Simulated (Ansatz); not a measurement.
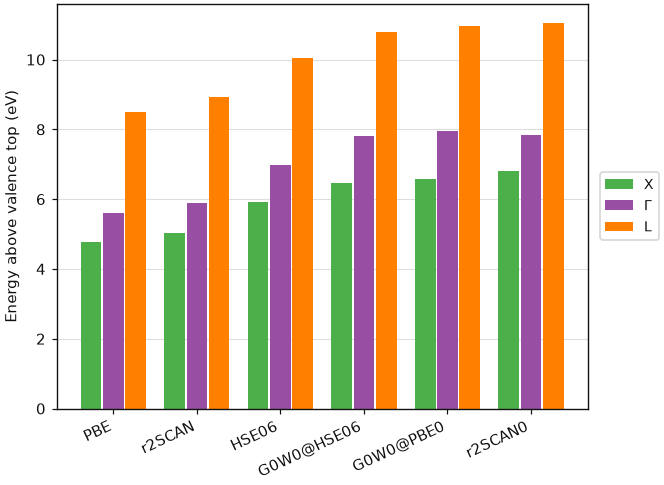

Lowest conduction level at each named k point, counted from the valence-band top at Γ, by several methods on one cell of diamond-type C, space group Fd-3m, 2 atoms in the primitive cell, relaxed with r2SCAN; cubic a = 3.560 Å. All runs are without spin-orbit coupling and carry no moments. The cell is at 4 GPa in PBE. The smallest gap lies off these points.

> How do the methods rank at X?

From low to high: PBE 4.78, r2SCAN 5.03, HSE06 5.93, G0W0@HSE06 6.45, G0W0@PBE0 6.59, r2SCAN0 6.82 eV.

> Do the methods agree on which of these conduction levels is lowest?

Yes: all put it at X.

| method | program | X (eV) | Γ (eV) | L (eV) |
| --- | --- | --- | --- | --- |
| PBE | Ansatz | 4.78 | 5.61 | 8.49 |
| r2SCAN | Ansatz | 5.03 | 5.90 | 8.94 |
| HSE06 | Ansatz | 5.93 | 6.99 | 10.05 |
| G0W0@HSE06 | Ansatz | 6.45 | 7.80 | 10.80 |
| G0W0@PBE0 | Ansatz | 6.59 | 7.95 | 10.97 |
| r2SCAN0 | Ansatz | 6.82 | 7.85 | 11.04 |

Settings. PBE: Ansatz PAW set, 12×12×12 k mesh, 420 eV cutoff, Fermi-Dirac smearing of 0.02 eV (Ansatz). r2SCAN: Ansatz PAW set, 12×12×12 k mesh, 500 eV cutoff, fixed occupations (Ansatz). HSE06: Ansatz PAW set, 8×8×8 k mesh, 420 eV cutoff, fixed occupations (Ansatz). G0W0@HSE06: HSE06, Ansatz PAW set, 8×8×8 k mesh, 420 eV cutoff, fixed occupations (Ansatz), G0W0 with empty bands 61, screening cutoff 180 eV and frequency treatment contour deformation. G0W0@PBE0: PBE0, Ansatz PAW set, 8×8×8 k mesh, 420 eV cutoff, fixed occupations (Ansatz), G0W0 with empty bands 61, screening cutoff 180 eV and frequency treatment contour deformation. r2SCAN0: Ansatz PAW set, 8×8×8 k mesh, 500 eV cutoff, fixed occupations (Ansatz 0.2.0).

These are six of the 12 methods that were run on this cell. Diamond is metastable; the stable form of carbon is graphite. r2SCAN, HSE06, G0W0@HSE06, G0W0@PBE0 and r2SCAN0: the PAW data sets were made with another functional. LDA, GGA and most meta-GGA functionals understate gaps. Over all k points computed the smallest gap is 4.15 eV in PBE, 4.36 eV in r2SCAN, 5.30 eV in HSE06, 5.87 eV in G0W0@HSE06, 6.01 eV in G0W0@PBE0 and 6.15 eV in r2SCAN0. The GW values are at finite bands, cutoffs and mesh, short of the basis limit.
